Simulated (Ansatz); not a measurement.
## AlN (P6_3mc): the host for defect calculations

Aim: the runs on the perfect crystal AlN (P6_3mc) that a defect calculation needs first.

Method: plane-wave PAW DFT, r2SCAN; relaxation of the host's cell and atoms, in the first sound run; inputs show where later runs differ, in Ansatz 0.2.0.

## Step 1: The structure

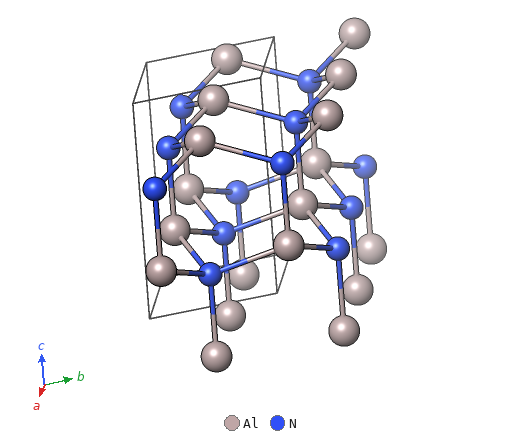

Start, viewed slightly off an axis; aluminium light grey, nitrogen blue. 3×2×1 cells are drawn. Some periodic images of atoms are drawn too.

Structure file:

```
Al N
1.0
     3.12859    0.00000    0.00000
    -1.56429    2.70944    0.00000
     0.00000    0.00000    5.01696
Al N
2 2
Cartesian
  1.5643 0.9031 2.5049
  0.0000 1.8063 5.0134
  1.5643 0.9031 4.4185
  0.0000 1.8063 1.9100
```

## Step 2: Host cell relaxation

Lattice and positions are set free, within the symmetry that the program keeps.

cell/input.yaml

```yaml
crystal:
  lattice:
    - [3.1285881, 0.0, 0.0]
    - [-1.5642941, 2.7094368, 0.0]
    - [0.0, 0.0, 5.016955]
  atoms:
    - { symbol: Al, position: [0.66666667, 0.33333333, 0.499287] }
    - { symbol: Al, position: [0.33333333, 0.66666667, 0.999287] }
    - { symbol: "N", position: [0.66666667, 0.33333333, 0.880713] }
    - { symbol: "N", position: [0.33333333, 0.66666667, 0.380713] }
basis:
  ecutwfc: 500
  xc_grid: 2
hamiltonian:
  xc: r2scan
kpoints:
  mp_grid: { grid: [10, 10, 6] }
scf:
  occupations: { method: fixed }
  max_iter: 100
relax:
  f_tol: 0.005
  max_steps: 60
  cell: {}
output:
  forces: true
  stress: true
checkpoint:
  write: "../cell.run"
  compress: false
  write_wavefunctions: false
  write_every: 100000
```

Run with:

```console
ansatz run input.yaml --threads 4 --pin off --max-ram 7536MiB --backend cpu --events-out ev --progress --plain --runs-dir out
```

Numbers of over 12 decimals in the logs are rounded to 6 here.

The log of the run:

```text
[... repeated set-up lines and file paths are left out, and long positions are rounded to six places ...]
Engine: ansatz 0.2.0, aarch64-unknown-linux-gnu
Pseudopotentials: kind: paw
Pseudopotential: Al, paw, valence charge 3, recommended cutoff 500 eV (meta_gga), Al.paw.azcp
Pseudopotential: N, paw, valence charge 5, recommended cutoff 500 eV (meta_gga), N.paw.azcp
Functional definition: r2SCAN
  parameter k0 = 0.174
  parameter k1 = 0.065
  parameter a1 = 4.9479
  exchange = r2scan_x(k0 = k0, k1 = k1, a1 = a1)
  correlation = r2scan_c
Crystal: 4 atoms, lattice volume = 42.527 Å³
Basis set: ecut = 500 eV, 1087 PW (Γ), exchange–correlation on 48×48×80 points (8 copies of the dense FFT grid, shifted against one another)
Bands: 12, of which v1, the nominal top of the filled ones, is band 8 counted from 1 (7 counted from 0)
Symmetry: 12 space group operations
Space group: P63mc (ITA 186), of the structure as read, at distance tolerance 3.5e-5 Å
k-points: 56 of 600 (time reversal used)
Non-local potential: Al, projectors of the file, l = 0: 2, l = 1: 2, l = 2: 1
Non-local potential: N, projectors of the file, l = 0: 2, l = 1: 2, l = 2: 1
PAW form: soft (Blöchl's): semilocal exchange-correlation on the pseudo side does not see the compensation charge
PAW frozen core: Al, regenerated for the run's functional (the file was generated under x = pbe(κ = 0.804, μ = 0.219515), c = pbe(β = 0.066725))
PAW frozen core: N, regenerated for the run's functional (the file was generated under x = pbe(κ = 0.804, μ = 0.219515), c = pbe(β = 0.066725))
PAW one-centre angular grid: Al, 302 points (default); XC on 160 Gauss nodes
PAW one-centre angular grid: N, 302 points (default); XC on 160 Gauss nodes
Initial density: superposition of atomic densities (neutral atoms: chi_scale 0, normalization atom), corrected by the library's trained network
Initial wavefunctions: pseudopotential atomic-orbital guess
Functional: x = r2scan, c = r2scan; τ floored in thin density (d = 2e-4 eV/Å³)
SCF iter   1: F=—  HF=-1856.820482 eV  |F-HF|=—  |Δ(HF+E_count)|=         —  Δρ=6.56e-3  dr2=1.82e-2  dr2_τ=2.96e-1  ethr=1.77e-3  ⟨swp⟩=5.1  Hψ=3754  notcnv=0  defer=108
preconditioner: auto → none  [insulator: Δε(μ)=4.592 eV  Ē_g=14.056 eV  n_scr=2 (ndim 8)  ℏωp=22.8 eV  f_vac=0.000  ε∞_Penn≈3.6]
SCF iter   2: F=—  HF=-1856.958184 eV  |F-HF|=—  |Δ(HF+E_count)|=   1.38e-1  Δρ=4.49e-3  dr2=3.85e-3  dr2_τ=3.10e-4  ethr=1.14e-4  ⟨swp⟩=2.9  Hψ=1766  notcnv=0  defer=112
SCF iter   3: F=—  HF=-1856.957846 eV  |F-HF|=—  |Δ(HF+E_count)|=   3.37e-4  Δρ=7.38e-4  dr2=1.79e-4  dr2_τ=6.63e-5  ethr=2.41e-5  ⟨swp⟩=2.0  Hψ=784  notcnv=0  defer=112
SCF iter   4: F=—  HF=-1856.957826 eV  |F-HF|=—  |Δ(HF+E_count)|=   1.98e-5  Δρ=2.10e-4  dr2=2.03e-5  dr2_τ=1.15e-6  ethr=1.12e-6  ⟨swp⟩=2.0  Hψ=1085  notcnv=0  defer=112
SCF iter   5: F=—  HF=-1856.957819 eV  |F-HF|=—  |Δ(HF+E_count)|=   7.27e-6  Δρ=3.56e-5  dr2=6.12e-7  dr2_τ=8.24e-8  ethr=1.27e-7  ⟨swp⟩=2.0  Hψ=1058  notcnv=0  defer=5
SCF iter   6: F=—  HF=-1856.957819 eV  |F-HF|=—  |Δ(HF+E_count)|=   8.95e-8  Δρ=1.61e-5  dr2=1.32e-7  dr2_τ=2.78e-9  ethr=6.25e-10  ⟨swp⟩=4.0  Hψ=2222  notcnv=0
SCF iter   7: F=-1856.957819 eV  HF=-1856.957819 eV  |F-HF|=5.88e-9  |Δ(HF+E_count)|=   5.37e-9  Δρ=4.78e-6  dr2=1.16e-8  dr2_τ=2.96e-10  ethr=6.25e-10  ⟨swp⟩=4.0  Hψ=2075  notcnv=0
SCF 1 converged in 7 iterations: F = -1856.957819 eV  dr2 = 1.16e-8
  greatest PAW one-centre occupation: 0.792 electrons in one spin orbital (limit 2), on the N atom at site 3 (counted from 0), in its partial waves of l = 0
relax step   1: F+E_penalty+E_count = -1856.95781918 eV  Δ(F+E_penalty+E_count) = +0.000e0 eV  max|allowed force component| = 4.035e-3 eV/Å  Δτ_max = 0.0000 Å  P = -4.386 GPa  Ω = 42.527 Å³  (7 SCF iters, dr2 threshold 1.00e-7 eV, accepted)
[... the SCF cycles and remarks between the steps are left out from here to the last step ...]
relax step   2: F+E_penalty+E_count = -1856.96777180 eV  Δ(F+E_penalty+E_count) = -9.953e-3 eV  max|allowed force component| = 7.631e-5 eV/Å  Δτ_max = 0.0001 Å  P = -2.125 GPa  Ω = 42.044 Å³  energy of the carried Pulay correction = +1.128e-4 eV  (5 SCF iters, dr2 threshold 4.00e-7 eV, accepted)
relax step   3: F+E_penalty+E_count = -1856.97075605 eV  Δ(F+E_penalty+E_count) = -2.984e-3 eV  max|allowed force component| = 2.392e-3 eV/Å  Δτ_max = 0.0002 Å  P = +0.067 GPa  Ω = 41.600 Å³  energy of the carried Pulay correction = +2.177e-4 eV  (5 SCF iters, dr2 threshold 4.00e-7 eV, accepted)
relax step   4: F+E_penalty+E_count = -1856.97075588 eV  Δ(F+E_penalty+E_count) = +1.700e-7 eV  max|allowed force component| = 1.254e-3 eV/Å  Δτ_max = 0.0000 Å  P = -0.002 GPa  Ω = 41.613 Å³  energy of the carried Pulay correction = +2.145e-4 eV  (4 SCF iters, dr2 threshold 1.38e-8 eV, accepted)
Initial wavefunctions: pseudopotential atomic-orbital guess (no wavefunctions were taken with the density)
iter 1 solved again at ethr=5.04e-9 eV; its pass at ethr=3.10e-3 eV (dr2=8.06e-7 eV) is discarded
SCF iter   1: F=—  HF=-1856.970543 eV  |F-HF|=—  |Δ(HF+E_count)|=         —  Δρ=3.55e-5  dr2=4.95e-8  dr2_τ=1.59e-7  ethr=5.04e-9  ⟨swp⟩=3.5  Hψ=5858  notcnv=0  defer=112
SCF iter   2: F=—  HF=-1856.970543 eV  |F-HF|=—  |Δ(HF+E_count)|=   1.43e-7  Δρ=1.77e-5  dr2=1.24e-8  dr2_τ=1.77e-8  ethr=3.09e-10  ⟨swp⟩=3.0  Hψ=1128  notcnv=0  defer=112
SCF iter   3: F=—  HF=-1856.970543 eV  |F-HF|=—  |Δ(HF+E_count)|=   4.28e-8  Δρ=3.24e-6  dr2=3.08e-9  dr2_τ=4.67e-10  ethr=7.76e-11  ⟨swp⟩=2.0  Hψ=1120  notcnv=0  defer=112
SCF iter   4: F=-1856.970543 eV  HF=-1856.970543 eV  |F-HF|=6.32e-11  |Δ(HF+E_count)|=  1.63e-10  Δρ=5.57e-7  dr2=2.58e-11  dr2_τ=1.48e-11  ethr=1.00e-12  ⟨swp⟩=3.1  Hψ=2836  notcnv=0
SCF 5 converged in 4 iterations: F = -1856.970543 eV  dr2 = 2.58e-11
relax step   5: F+E_penalty+E_count = -1856.97054276 eV  Δ(F+E_penalty+E_count) = +2.131e-4 eV  max|allowed force component| = 1.259e-3 eV/Å  Δτ_max = 0.0000 Å  P = +0.002 GPa  Ω = 41.613 Å³  stress off target by 6.49e-3 GPa  SCF on the basis re-selected at this cell (its energy is not comparable with the rows above)  (4 SCF iters)
basis re-selected at this cell: Δ(F+E_penalty+E_count) = +2.131e-4 eV, ΔP = +0.004 GPa vs the last step (what re-selecting the basis moved, of the pressure what is left beyond the Pulay correction that the steps carried, after the strain that the cell walked [...]
SCF converged after 4 iterations
Free energy (F): -1856.970543 eV
Harris-Foulkes:  -1856.970543 eV  (|F-HF|=6.32e-11)
Internal energy: -1856.970543 eV  (E = F + TS)
E sigma→0 (E₀):  -1856.970543 eV
Fermi energy:    6.928412 eV
--- Per-component energies (eV) ---
  E_band       = 23.147239
  E_kinetic    = 321.367251
  E_local      = -448.698403  (includes V_loc(G=0)·N_el)
  E_nonlocal   = 108.521473
  E_hartree    = 157.350019
  E_xc         = -197.824528
  E_vxc        = -238.488121  (∫ρ·V_xc dr)
  E_paw        = -1204.935713  (= ΣΔE_a)
  E_vpaw       = -47.058128  (= ΣTr[D̂ρ^β])
  E_aug_tail   = 0.000038  (compensation charges beyond the density's cutoff)
  E_vtau       = 12.803071  (kinetic-family band-sum trace: ∫τ·v_τ [+ j·A + Jᵃ·Aᵃ] dr)
  E_ewald      = -592.571334
  E_core_change = -0.179345  (= ΣΔE_core)
  E_smearing   = -0.000000  (= −TS)
  E_closure    = 0.000000  (closes the sum)
  Σ components = -1856.970543   (vs F -1856.970543, Δ=0.00e0)
--- Forces (eV/Å), atoms counted from 1 ---
  atom   1  Al    -0.00000000    -0.00000000    -0.00108313
  atom   2  Al     0.00000000     0.00000000    -0.00108313
  atom   3  N      0.00000000     0.00000000     0.00143579
  atom   4  N     -0.00000000    -0.00000000     0.00143579
  max |Σ_I F_I| component: 7.05e-4 eV/Å
--- Stress (GPa, compression-positive) ---
        0.000136       0.000000       0.000000
       -0.000000       0.000136      -0.000000
        0.000000      -0.000000       0.006495
  P = ⅓ Tr σ = 0.0023 GPa (0.023 kbar)
--- Relaxed structure (4 steps of the walk, 4 accepted, 1 SCFs on fresh bases) ---
  F+E_penalty+E_count = -1856.97054276 eV   max|allowed force component| = 1.259e-3 eV/Å   (the final SCF, on the basis selected at the relaxed cell)
  cell:  # Å, volume = 41.6133 Å³
    - [3.106696, 2.8665515332681025e-8, 0]
    - [-1.553348, 2.690478, 0]
    - [0.0, 0, 4.978560]
  atoms:
    - { symbol: Al, position: [0.666667, 0.333333, 0.499205] }
    - { symbol: Al, position: [0.333333, 0.666667, 0.999205] }
    - { symbol: N, position: [0.666667, 0.333333, 0.880795] }
    - { symbol: N, position: [0.333333, 0.666667, 0.380795] }
```

Elapsed: 6.3 s, on 4 threads of Arm Neoverse V1, shared host; peak memory 0.38 GiB.

The steps of the relaxation:

```tsv
step	energy less that of the first step (eV)	largest force component (eV/Å)	pressure (GPa)	volume (Å³)
1	0.0000	0.0040	-4.39	42.53
2	-0.0100	0.0001	-2.12	42.04
3	-0.0129	0.0024	0.07	41.60
4	-0.0129	0.0013	0.00	41.61
5*	-0.0127	0.0013	0.00	41.61
```

Relaxation steps marked * repeat the geometry before them on a plane-wave basis chosen anew for their cell, so energy and pressure can jump there.

Forces are held to the 12 operations that the run works with; a distortion that breaks them can't arise in this run.

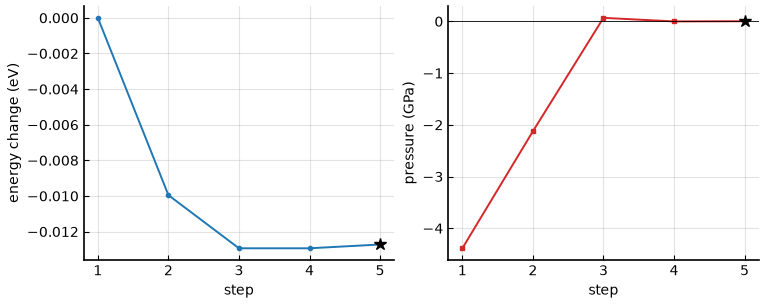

Energy and pressure along the relaxation. Stars mark steps on a basis chosen anew.

```tsv
conventional cell, symmetrised	before	after	change
a (Å)	3.129	3.107	-0.7 %
b (Å)	3.129	3.107	-0.7 %
c (Å)	5.017	4.979	-0.8 %
volume (Å³/atom)	10.63	10.40	-2.1 %
```

Final coordinates:

```xyz
4
Lattice="3.1067 0.0000 0.0000 -1.5533 2.6905 0.0000 0.0000 0.0000 4.9786" Properties=species:S:1:pos:R:3 pbc="T T T"
Al    1.5533    0.8968    2.4853
Al    0.0000    1.7937    4.9746
N     1.5533    0.8968    4.3851
N     0.0000    1.7937    1.8958
```

Numbers from this step:

- pressure: 0.002256 GPa

The relaxation ends with a largest force component of 0.0013 eV/Å and a pressure of 0.00 GPa.

## Step 3: Primitive cell on a dense mesh

A dense mesh gives the host's converged energy, against which the supercell's sampling is tested.

This step: plane-wave PAW DFT, r2SCAN; single point of the host's primitive cell on a dense mesh (Ansatz 0.2.0).

dense/input.yaml

```yaml
crystal:
  lattice:
    - [3.1066960609, 2.87e-08, 0.0]
    - [-1.5533480553, 2.6904776963, 0.0]
    - [0.0, 0.0, 4.9785603525]
  atoms:
    - { symbol: Al, position: [0.6666666667, 0.3333333333, 0.4992045118] }
    - { symbol: Al, position: [0.3333333333, 0.6666666667, 0.9992045118] }
    - { symbol: "N", position: [0.6666666667, 0.3333333333, 0.8807954882] }
    - { symbol: "N", position: [0.3333333333, 0.6666666667, 0.3807954882] }
basis:
  ecutwfc: 500
  xc_grid: 2
hamiltonian:
  xc: r2scan
kpoints:
  mp_grid: { grid: [10, 10, 6] }
scf:
  occupations: { method: fermi_dirac, width: 0.01 }
  max_iter: 80
```

The log of the run:

```text
[...]
Crystal: 4 atoms, lattice volume = 41.613 Å³
Basis set: ecut = 500 eV, 1087 PW (Γ), exchange–correlation on 48×48×80 points (8 copies of the dense FFT grid, shifted against one another)
Bands: 12, of which v1, the nominal top of the filled ones, is band 8 counted from 1 (7 counted from 0)
Symmetry: 12 space group operations
[...]
k-points: 56 of 600 (time reversal used)
[...]
SCF iter   1: F=—  HF=-1856.828295 eV  |F-HF|=—  |Δ(HF+E_count)|=         —  Δρ=6.55e-3  dr2=1.75e-2  dr2_τ=3.14e-1  ethr=1.77e-3  ⟨swp⟩=6.3  Hψ=4603  notcnv=0
[...]
SCF iter   7: F=-1856.970543 eV  HF=-1856.970543 eV  |F-HF|=8.39e-9  |Δ(HF+E_count)|=   2.73e-8  Δρ=5.75e-6  dr2=1.62e-8  dr2_τ=3.02e-10  ethr=6.25e-10  ⟨swp⟩=2.0  Hψ=1344  notcnv=0
SCF 1 converged in 7 iterations: F = -1856.970543 eV  dr2 = 1.62e-8
[...]
SCF converged after 7 iterations
Free energy (F): -1856.970543 eV
[...]
Internal energy: -1856.970543 eV  (E = F + TS)
E sigma→0 (E₀):  -1856.970543 eV
Fermi energy:    9.368532 eV
[...]
```

Run time: 1.4 s. Hardware: 4 threads; peak memory 0.34 GiB.

In the SCF lines HF is the Harris–Foulkes energy and dr2 the Hartree energy of the density residual, in eV; the loop may stop once dr2 is under the threshold and the program's other checks hold. Hψ counts applications of the Hamiltonian.

(Part 1 of 3 ends here.)

[Logs are printed without paths, hosts, clocks, repeated set-up lines and the standing remarks that a program may print on its own settings, such as how far it seeks lower states.]

[Hosts, paths, dates, database ids (printed as entryN), source tags and the programs' standing remarks are cut or masked in the printed files.]

[Runs of the host that timed out are not shown.]

[For some hosts the program warned that the k-mesh of the response run may be too coarse for force constants and the static dielectric constant; such warnings are not always shown.]
